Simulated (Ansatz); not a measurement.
# Geometry relaxation of CeO₂ (part 2 of 2)

CeO₂ (3 atoms in the cell); DFT PBE, scalar-relativistic, plane waves, PAW, no spin polarisation (Ansatz 0.2.0); cutoff 420 eV, 10×10×10 k-mesh, Gaussian smearing of 0.02 eV. The structure was built on a prototype by a generator; it need not be a known phase.

Geometry of the input (Å; fractional positions):
```
0.0000  2.7049  2.7049
2.7049  0.0000  2.7049
2.7049  2.7049  0.0000
Ce 0.0000  0.0000  0.0000
O  0.2500  0.2500  0.2500
O  0.7500  0.7500  0.7500
```

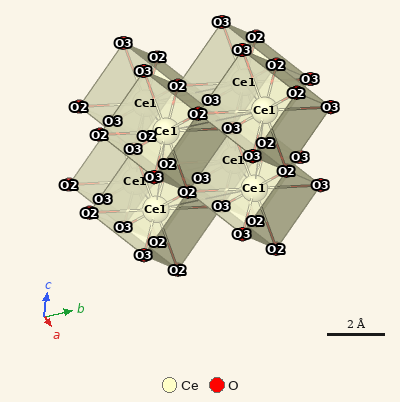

*The geometry at step 2 of the log (polyhedral view of the cell of the calculation, seen slightly off an axis; polyhedra are completed across the faces of the cell; atoms are numbered from 1 in the order of the input).*

The program's output, continued
```
SCF iter   1: F=—  HF=-7715.821195 eV  |F-HF|=—  |Δ(HF+E_count)|=         —  Δρ=2.75e-4  dr2=2.95e-5  ethr=1.18e-7  ⟨swp⟩=2.4  Hψ=5307  notcnv=0
preconditioner: auto → none  [insulator: Δε(μ)=1.927 eV  Ē_g=11.685 eV  σ=0.020 eV  W_gap=1.00  n_scr=14 (ndim 8)  ℏωp=27.3 eV  f_vac=0.044  D(μ)=0.00/eV (n_scr^D=0)  ε∞_Penn≈6.5]
SCF iter   2: F=—  HF=-7715.821169 eV  |F-HF|=—  |Δ(HF+E_count)|=   2.58e-5  Δρ=7.95e-4  dr2=3.03e-4  ethr=1.18e-7  ⟨swp⟩=2.0  Hψ=1887  notcnv=0
SCF iter   3: F=—  HF=-7715.821135 eV  |F-HF|=—  |Δ(HF+E_count)|=   3.41e-5  Δρ=3.36e-5  dr2=3.21e-7  ethr=1.18e-7  ⟨swp⟩=2.1  Hψ=1664  notcnv=0
SCF iter   4: F=-7715.821135 eV  HF=-7715.821135 eV  |F-HF|=9.78e-9  |Δ(HF+E_count)|=   1.09e-7  Δρ=8.23e-6  dr2=2.24e-8  ethr=2.79e-10  ⟨swp⟩=10.1  Hψ=6651  notcnv=0
SCF 4 converged in 4 iterations: F = -7715.821135 eV  dr2 = 2.24e-8
relax step   4: F+E_penalty+E_count = -7715.82113465 eV  Δ(F+E_penalty+E_count) = -1.545e-4 eV  max|allowed force component| = 6.476e-17 eV/Å  Δτ_max = 0.0000 Å  P = +0.008 GPa  Ω = 40.739 Å³  energy of the carried Pulay correction = -4.247e-3 eV  (4 SCF iters, dr2 threshold 6.69e-8 eV, accepted)
Initial wavefunctions: pseudopotential atomic-orbital guess (no wavefunctions were taken with the density)
iter 1 solved again at ethr=5.89e-8 eV; its pass at ethr=3.10e-3 eV (dr2=1.41e-5 eV) is discarded
SCF iter   1: F=—  HF=-7715.826022 eV  |F-HF|=—  |Δ(HF+E_count)|=         —  Δρ=3.11e-4  dr2=5.53e-6  ethr=5.89e-8  ⟨swp⟩=3.6  Hψ=7875  notcnv=0
preconditioner: auto → none  [insulator: Δε(μ)=1.924 eV  Ē_g=11.683 eV  σ=0.020 eV  W_gap=1.00  n_scr=14 (ndim 8)  ℏωp=27.3 eV  f_vac=0.044  D(μ)=0.00/eV (n_scr^D=0)  ε∞_Penn≈6.5]
SCF iter   2: F=—  HF=-7715.826073 eV  |F-HF|=—  |Δ(HF+E_count)|=   5.06e-5  Δρ=2.57e-4  dr2=2.39e-5  ethr=2.31e-8  ⟨swp⟩=2.0  Hψ=1536  notcnv=0
SCF iter   3: F=—  HF=-7715.826086 eV  |F-HF|=—  |Δ(HF+E_count)|=   1.36e-5  Δρ=2.37e-4  dr2=2.05e-5  ethr=2.31e-8  ⟨swp⟩=2.0  Hψ=1468  notcnv=0
SCF iter   4: F=—  HF=-7715.826098 eV  |F-HF|=—  |Δ(HF+E_count)|=   1.21e-5  Δρ=8.88e-5  dr2=2.16e-6  ethr=2.31e-8  ⟨swp⟩=1.0  Hψ=1034  notcnv=0
SCF iter   5: F=—  HF=-7715.826105 eV  |F-HF|=—  |Δ(HF+E_count)|=   6.94e-6  Δρ=1.60e-5  dr2=6.65e-8  ethr=8.99e-9  ⟨swp⟩=1.0  Hψ=1034  notcnv=0
SCF iter   6: F=—  HF=-7715.826105 eV  |F-HF|=—  |Δ(HF+E_count)|=   2.31e-7  Δρ=1.83e-6  dr2=4.38e-10  ethr=2.77e-10  ⟨swp⟩=2.6  Hψ=1526  notcnv=0
SCF iter   7: F=—  HF=-7715.826105 eV  |F-HF|=—  |Δ(HF+E_count)|=   2.52e-9  Δρ=4.92e-7  dr2=9.43e-11  ethr=1.82e-12  ⟨swp⟩=2.0  Hψ=1524  notcnv=0
SCF iter   8: F=-7715.826105 eV  HF=-7715.826105 eV  |F-HF|=4.55e-12  |Δ(HF+E_count)|=  1.73e-11  Δρ=1.04e-7  dr2=3.94e-12  ethr=1.00e-12  ⟨swp⟩=5.7  Hψ=3655  notcnv=0
SCF 5 converged in 8 iterations: F = -7715.826105 eV  dr2 = 3.94e-12
relax step   5: F+E_penalty+E_count = -7715.82610547 eV  Δ(F+E_penalty+E_count) = -4.971e-3 eV  max|allowed force component| = 6.476e-17 eV/Å  Δτ_max = 0.0000 Å  P = +0.210 GPa  Ω = 40.739 Å³  stress off target by 2.10e-1 GPa  SCF on the basis re-selected at this cell (its energy is not comparable with the rows above)  (8 SCF iters)
basis re-selected at this cell: Δ(F+E_penalty+E_count) = -4.971e-3 eV, ΔP = +0.202 GPa vs the last step (what re-selecting the basis moved, of the pressure what is left beyond the Pulay correction that the steps carried, after the strain that the cell walked since its last selection, with what the two solves' SCF thresholds leave and, on support functions, any second-order correction that the steps lacked; it is no measure of the basis error at this ecutwfc). This SCF's stress stands 2.10e-1 GPa from its target on what of the cell is left free (relax.cell.stress_tol is 5.00e-2 GPa) and its largest allowed force component is 6.48e-17 eV/Å (relax.f_tol is 5.00e-3 eV/Å): not within both, so this SCF does not close the relaxation
Crystal: 3 atoms, lattice volume = 40.785 Å³
iter 1 solved again at ethr=1.45e-7 eV; its pass at ethr=3.10e-3 eV (dr2=3.48e-5 eV) is discarded
SCF iter   1: F=—  HF=-7715.826033 eV  |F-HF|=—  |Δ(HF+E_count)|=         —  Δρ=3.13e-4  dr2=3.62e-5  ethr=1.45e-7  ⟨swp⟩=2.9  Hψ=5431  notcnv=0
preconditioner: auto → none  [insulator: Δε(μ)=1.917 eV  Ē_g=11.675 eV  σ=0.020 eV  W_gap=1.00  n_scr=14 (ndim 8)  ℏωp=27.3 eV  f_vac=0.044  D(μ)=0.00/eV (n_scr^D=0)  ε∞_Penn≈6.5]
SCF iter   2: F=—  HF=-7715.826012 eV  |F-HF|=—  |Δ(HF+E_count)|=   2.12e-5  Δρ=8.65e-4  dr2=3.60e-4  ethr=1.45e-7  ⟨swp⟩=2.0  Hψ=1918  notcnv=0
SCF iter   3: F=—  HF=-7715.825971 eV  |F-HF|=—  |Δ(HF+E_count)|=   4.09e-5  Δρ=4.70e-5  dr2=6.45e-7  ethr=1.45e-7  ⟨swp⟩=2.1  Hψ=1515  notcnv=0
SCF iter   4: F=-7715.825971 eV  HF=-7715.825971 eV  |F-HF|=4.79e-10  |Δ(HF+E_count)|=   5.30e-8  Δρ=5.52e-6  dr2=1.31e-8  ethr=4.59e-10  ⟨swp⟩=10.2  Hψ=6551  notcnv=0
SCF 6 converged in 4 iterations: F = -7715.825971 eV  dr2 = 1.31e-8
relax step   6: F+E_penalty+E_count = -7715.82597135 eV  Δ(F+E_penalty+E_count) = +1.341e-4 eV  max|allowed force component| = 1.187e-16 eV/Å  Δτ_max = 0.0000 Å  P = +0.008 GPa  Ω = 40.785 Å³  energy of the carried Pulay correction = -1.657e-4 eV  (4 SCF iters, dr2 threshold 1.10e-7 eV, accepted)
iter 1 solved again at ethr=2.44e-8 eV; its pass at ethr=3.10e-3 eV (dr2=5.86e-6 eV) is discarded
SCF iter   1: F=—  HF=-7715.826201 eV  |F-HF|=—  |Δ(HF+E_count)|=         —  Δρ=1.19e-5  dr2=2.91e-8  ethr=2.44e-8  ⟨swp⟩=4.1  Hψ=8144  notcnv=0
preconditioner: auto → none  [insulator: Δε(μ)=1.920 eV  Ē_g=11.677 eV  σ=0.020 eV  W_gap=1.00  n_scr=14 (ndim 8)  ℏωp=27.3 eV  f_vac=0.044  D(μ)=0.00/eV (n_scr^D=0)  ε∞_Penn≈6.5]
SCF iter   2: F=—  HF=-7715.826146 eV  |F-HF|=—  |Δ(HF+E_count)|=   5.51e-5  Δρ=2.18e-5  dr2=2.25e-7  ethr=1.21e-10  ⟨swp⟩=2.2  Hψ=1610  notcnv=0
SCF iter   3: F=—  HF=-7715.826146 eV  |F-HF|=—  |Δ(HF+E_count)|=   2.16e-8  Δρ=7.67e-6  dr2=1.95e-8  ethr=1.21e-10  ⟨swp⟩=2.1  Hψ=1527  notcnv=0
SCF iter   4: F=—  HF=-7715.826146 eV  |F-HF|=—  |Δ(HF+E_count)|=   1.91e-9  Δρ=2.23e-6  dr2=1.82e-9  ethr=8.14e-11  ⟨swp⟩=1.0  Hψ=1034  notcnv=0
SCF iter   5: F=—  HF=-7715.826146 eV  |F-HF|=—  |Δ(HF+E_count)|=  2.27e-11  Δρ=3.81e-7  dr2=5.76e-11  ethr=7.57e-12  ⟨swp⟩=1.3  Hψ=1096  notcnv=0
SCF iter   6: F=-7715.826146 eV  HF=-7715.826146 eV  |F-HF|=3.64e-12  |Δ(HF+E_count)|=  2.27e-11  Δρ=9.39e-8  dr2=2.49e-12  ethr=1.00e-12  ⟨swp⟩=5.9  Hψ=3833  notcnv=0
SCF 7 converged in 6 iterations: F = -7715.826146 eV  dr2 = 2.49e-12
relax step   7: F+E_penalty+E_count = -7715.82614588 eV  Δ(F+E_penalty+E_count) = -1.745e-4 eV  max|allowed force component| = 1.326e-16 eV/Å  Δτ_max = 0.0000 Å  P = +0.012 GPa  Ω = 40.785 Å³  stress off target by 1.20e-2 GPa  SCF on the basis re-selected at this cell (its energy is not comparable with the rows above)  (6 SCF iters)
basis re-selected at this cell: Δ(F+E_penalty+E_count) = -1.745e-4 eV, ΔP = +0.004 GPa vs the last step (what re-selecting the basis moved, of the pressure what is left beyond the Pulay correction that the steps carried, after the strain that the cell walked since its last selection, with what the two solves' SCF thresholds leave and, on support functions, any second-order correction that the steps lacked; it is no measure of the basis error at this ecutwfc). This SCF's stress stands 1.20e-2 GPa from its target on what of the cell is left free (relax.cell.stress_tol is 5.00e-2 GPa) and its largest allowed force component is 1.33e-16 eV/Å (relax.f_tol is 5.00e-3 eV/Å): within both
SCF converged after 6 iterations
Free energy (F): -7715.826146 eV
Harris-Foulkes:  -7715.826146 eV  (|F-HF|=3.64e-12)
Internal energy: -7715.826146 eV  (E = F + TS)
E sigma→0 (E₀):  -7715.826146 eV
Fermi energy:    11.667979 eV
--- Per-component energies (eV) ---
  E_band       = 20.515841
  E_kinetic    = 737.562426
  E_local      = -941.214328  (includes V_loc(G=0)·N_el)
  E_nonlocal   = 32.041584
  E_hartree    = 333.629754
  E_xc         = -379.258580
  E_vxc        = -446.783377  (∫ρ·V_xc dr)
  E_paw        = -5785.975728  (= ΣΔE_a)
  E_vpaw       = -28.354780  (= ΣTr[D̂ρ^β])
  E_aug_tail   = 0.004807  (compensation charges beyond the density's cutoff)
  E_ewald      = -1712.616081
  E_smearing   = -0.000000  (= −TS)
  E_closure    = -0.000000  (closes the sum)
  Σ components = -7715.826146   (vs F -7715.826146, Δ=0.00e0)
--- Forces (eV/Å), atoms counted from 1 ---
  atom   1  Ce    -0.00000000     0.00000000     0.00000000
  atom   2  O      0.00000000     0.00000000     0.00000000
  atom   3  O      0.00000000    -0.00000000    -0.00000000
  max |Σ_I F_I| component: 1.85e-17 eV/Å
--- Stress (GPa, compression-positive) ---
        0.011967      -0.000000       0.000000
       -0.000000       0.011967      -0.000000
        0.000000      -0.000000       0.011967
  P = ⅓ Tr σ = 0.0120 GPa (0.120 kbar)
--- Band table (eV; the first three rows and the last of 47) ---
  k-point 0: bands = ["-21.7383", "-5.5323", "-4.5876", "-3.9825", "-3.9825", "-3.9825", "7.0165", "7.0165", "7.0165", "10.1612", "10.1612", "10.1612", "12.9331", "12.9331", "12.9331", "13.1611", "13.5625", "13.5625", "13.5625", "16.7463", "16.7463", "17.5990"]
  k-point 1: bands = ["-21.7212", "-5.8999", "-4.6624", "-4.0042", "-4.0042", "-3.5983", "7.1075", "7.1075", "7.2605", "10.0671", "10.1235", "10.1235", "12.9247", "12.9247", "12.9339", "13.1739", "13.4724", "13.5025", "13.5025", "16.8844", "16.8844", "17.9077"]
  k-point 2: bands = ["-21.6758", "-6.5253", "-4.8740", "-4.0602", "-4.0602", "-2.8952", "7.3402", "7.3402", "7.8885", "9.8638", "10.0375", "10.0375", "12.8950", "12.8950", "12.9362", "13.1901", "13.2861", "13.4047", "13.4047", "17.1719", "17.1719", "18.5499"]
  k-point 46: bands = ["-21.4912", "-7.3878", "-6.7746", "-4.5457", "-2.7248", "-1.8122", "7.6990", "8.6915", "9.6344", "9.7667", "10.0401", "10.1172", "12.7015", "12.7923", "12.8072", "12.9706", "13.0807", "13.1042", "13.7914", "16.9044", "18.2668", "19.2949"]
--- Relaxed structure (5 steps of the walk, 5 accepted, 2 SCFs on fresh bases) ---
  F+E_penalty+E_count = -7715.82614588 eV   max|allowed force component| = 1.326e-16 eV/Å   (the final SCF, on the basis selected at the relaxed cell)
  cell:  # Å, volume = 40.7853 Å³
    - [2.752695125583828e-34, 2.732065628234972, 2.732065628234972]
    - [2.732065628234972, -1.0588820005861147e-34, 2.732065628234972]
    - [2.732065628234972, 2.732065628234972, 2.165533113980626e-34]
  atoms:
    - { symbol: Ce, position: [-8.636846187779224e-34, 7.571280254203779e-34, 6.28602150377852e-34] }
    - { symbol: O, position: [0.25, 0.25, 0.25] }
    - { symbol: O, position: [0.75, 0.75, 0.75] }
```

Trajectory as extended XYZ (Å, eV, eV/Å), 7 frames, from step=1 to step=7
```
3
Lattice="0.0000 2.7049 2.7049 2.7049 0.0000 2.7049 2.7049 2.7049 0.0000" Properties=species:S:1:pos:R:3:forces:R:3 step=1 energy=-7715.80557 pressure_GPa=5.60
Ce    0.0000    0.0000    0.0000    0.0000   0.0000   0.0000
O     1.3524    1.3524    1.3524    0.0000   0.0000   0.0000
O     4.0573    4.0573    4.0573    0.0000   0.0000   0.0000
3
Lattice="0.0000 2.7499 2.7499 2.7499 0.0000 2.7499 2.7499 2.7499 0.0000" Properties=species:S:1:pos:R:3:forces:R:3 step=2 energy=-7715.80838 pressure_GPa=-3.61
Ce    0.0000    0.0000    0.0000    0.0000   0.0000   0.0000
O     1.3749    1.3749    1.3749    0.0000   0.0000   0.0000
O     4.1248    4.1248    4.1248    0.0000   0.0000   0.0000
3
Lattice="0.0000 2.7319 2.7319 2.7319 0.0000 2.7319 2.7319 2.7319 0.0000" Properties=species:S:1:pos:R:3:forces:R:3 step=3 energy=-7715.82098 pressure_GPa=-0.16
Ce    0.0000    0.0000    0.0000    0.0000   0.0000   0.0000
O     1.3659    1.3659    1.3659    0.0000   0.0000   0.0000
O     4.0978    4.0978    4.0978    0.0000   0.0000   0.0000
3
Lattice="0.0000 2.7310 2.7310 2.7310 0.0000 2.7310 2.7310 2.7310 0.0000" Properties=species:S:1:pos:R:3:forces:R:3 step=4 energy=-7715.82114 pressure_GPa=0.01
Ce    0.0000    0.0000    0.0000    0.0000   0.0000   0.0000
O     1.3655    1.3655    1.3655    0.0000   0.0000   0.0000
O     4.0965    4.0965    4.0965    0.0000   0.0000   0.0000
3
Lattice="0.0000 2.7310 2.7310 2.7310 0.0000 2.7310 2.7310 2.7310 0.0000" Properties=species:S:1:pos:R:3:forces:R:3 step=5 energy=-7715.82611 pressure_GPa=0.21
Ce    0.0000    0.0000    0.0000    0.0000   0.0000   0.0000
O     1.3655    1.3655    1.3655    0.0000   0.0000   0.0000
O     4.0965    4.0965    4.0965    0.0000   0.0000   0.0000
3
Lattice="0.0000 2.7321 2.7321 2.7321 0.0000 2.7321 2.7321 2.7321 0.0000" Properties=species:S:1:pos:R:3:forces:R:3 step=6 energy=-7715.82597 pressure_GPa=0.01
Ce    0.0000    0.0000    0.0000    0.0000   0.0000   0.0000
O     1.3660    1.3660    1.3660    0.0000   0.0000   0.0000
O     4.0981    4.0981    4.0981    0.0000   0.0000   0.0000
3
Lattice="0.0000 2.7321 2.7321 2.7321 0.0000 2.7321 2.7321 2.7321 0.0000" Properties=species:S:1:pos:R:3:forces:R:3 step=7 energy=-7715.82615 pressure_GPa=0.01
Ce    0.0000    0.0000    0.0000    0.0000   0.0000   0.0000
O     1.3660    1.3660    1.3660    0.0000   0.0000   0.0000
O     4.0981    4.0981    4.0981    0.0000   0.0000   0.0000
```

Key numbers

```csv
quantity,value
outcome,converged
space group (tolerance 0.01 Å),Fm-3m (225)
electrons treated,24
free energy,−7715.8261 eV
Fermi energy,11.668 eV
gap on the k-point mesh,1.92 eV
pressure,0.01 GPa
final volume,40.79 Å³
largest force (length of the vector) at the end,under 0.001 eV/Å
final cell,"a = 3.864 Å, b = 3.864 Å, c = 3.864 Å, α = 60.00°, β = 60.00°, γ = 60.00°"
hardware,"8 threads of AMD EPYC (Zen 3), 176 GiB of memory available, shared host"
wall time,5.3 s (CPU time 29 s)
peak memory,0.47 GiB
```
